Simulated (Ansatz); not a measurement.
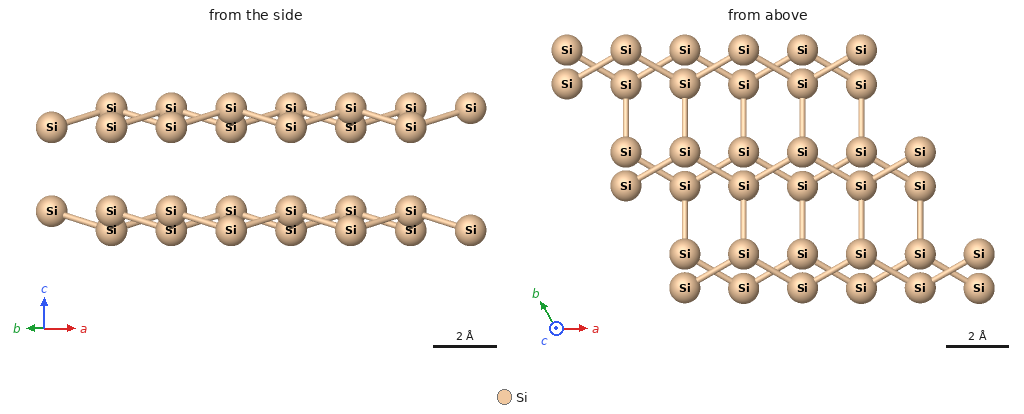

A ball-and-stick picture of a periodic sheet, seen from the side and from above. The surface normal points up in side views; the vacuum is left out. 3×3 cells are drawn in the plane, with atoms at the edges repeated.

The cell holds 4 Si.

Question: Estimate the thickness.

Answer: About 3.9 Å from the lowest to the highest atom.

Question: What is the stacking of atomic planes, top to bottom?

Answer: Four planes: Si / Si / Si / Si.

Question: How is it built?

Answer: The coordination shell of Si holds three Si in a trigonal pyramidal arrangement at about 2.3 Å. The bonds build Si layers parallel to the surface.

The cell started as a structure type filled with this element by a generator (whether the element takes this form wasn't checked). The atomic positions were relaxed with DFT PBE+D3(BJ), scalar-relativistic, plane waves, PAW (Ansatz), with some atoms or coordinates held.
